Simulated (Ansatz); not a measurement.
System: H on a slab of content Cu.

Starting cell:
```yaml
crystal:
  lattice:
    - [2.51970, 0.00000, 0.00000]
    - [-1.25980, 2.18210, 0.00000]
    - [0.00000, 0.00000, 23.17190]
  atoms:
    - { symbol: Cu, position: [0.66667, 0.33333, 0.36682] }
    - { symbol: Cu, position: [0.33333, 0.66667, 0.45561] }
    - { symbol: Cu, position: [0.00000, 0.00000, 0.54327] }
    - { symbol: Cu, position: [0.66667, 0.33333, 0.63083] }
```

Input of one of the runs behind the figure:
```
crystal:
  lattice:
    - [2.5196845176, 0.0, 0.0]
    - [-1.2598422588, 2.1821108017, 0.0]
    - [0.0, 0.0, 25.1719413808]
  atoms:
    - { symbol: Cu, position: [0.6666666667, 0.3333333333, 0.3376775701] }
    - { symbol: Cu, position: [0.3333333333, 0.6666666667, 0.419408008] }
    - { symbol: Cu, position: [0.0, 0.0, 0.5001010441] }
    - { symbol: Cu, position: [0.6666666667, 0.3333333333, 0.5807085463] }
    - { symbol: H, position: [0.3333333333, 0.6666666667, 0.6101063582] }
basis:
  ecutwfc: 420
kpoints:
  mp_grid: { grid: [12, 12, 1] }
hamiltonian:
  xc: pbesol
scf:
  occupations: { method: gaussian, width: 0.1 }
output:
  forces: true
  eigenvalues: true
  write_density: true
  write_potential: true
  elf: true
  volumetric_format: npy
relax:
  adjacent_minimum: "off"
  f_tol: 0.03
  max_steps: 70
  constraints: [{ sites: [0, 1] }]
efield:
  axis: 3
  dipole_correction: true
  ramp_width: 0.04
```

Command:
```bash
ansatz run input.yaml --threads 2 --pin off --max-ram 5120MiB --backend cpu --events-out ev --progress --plain --runs-dir out
```

How it was computed, with Ansatz 0.2.0: adsorption at several starting sites on a slab cut from the named crystal, one adsorbate a surface cell, the lower planes held, the adsorption energy counts from the clean slab and the free, spin-polarised adsorbate, negative where bound, plane waves with PAW datasets, Γ-centred k mesh. Level: PBEsol, no spin polarisation.

```tsv
setting	value
crystal formula	Cu
crystal space group number	225
Miller index h	1
Miller index k	1
Miller index l	1
top plane	Cu
bottom plane	Cu
planes	4
surface cell	(1, 1)
slab thickness as cut	6.17 Å
vacuum	17 Å
surface area	5.498 Å²
wave cutoff	420 eV
k mesh	12×12×1
occupations	Gaussian
smearing width	0.1 eV
boundary	dipole corrected
adsorbate	H
```

Sites are named by a rule of distances and placed in fractions of the cell vectors a and b; the slab's top layers relax too; key: 1 = top site at (0.67, 0.33); 2 = hollow site at (0.33, 0.67); 3 = bridge site at (0.17, 0.83).

What does the calculation give for the adsorption energy of each starting site?

The adsorbate slid sideways from no. 3 (by 0.7 Å). Among these starts the lowest are no. 2 and no. 3, which are equal within what the calculation resolves; no. 1 is 0.880 eV higher.

| starting site | adsorption energy (eV) | height over highest slab atom (Å) | lateral move (Å) | dipole change (e Å) |
| --- | --- | --- | --- | --- |
| no. 1 | −1.700 | 1.496 | 0.00 | −0.006 |
| no. 2 | −2.580 | 0.868 | 0.00 | 0.009 |
| no. 3 | −2.579 | 0.873 | 0.72 | 0.009 |

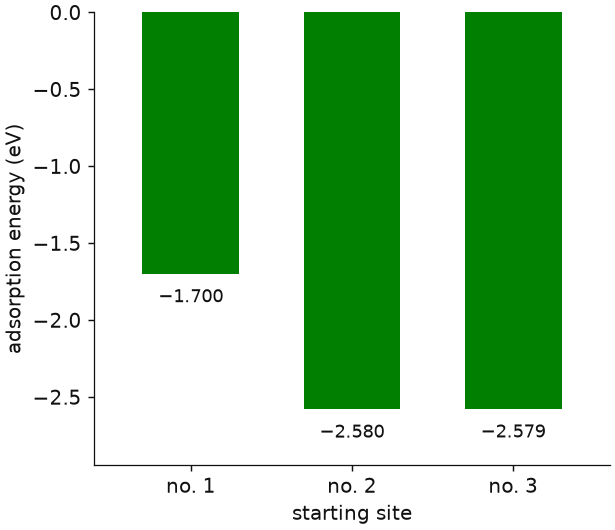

Caveats: xc potential rough in thin density.
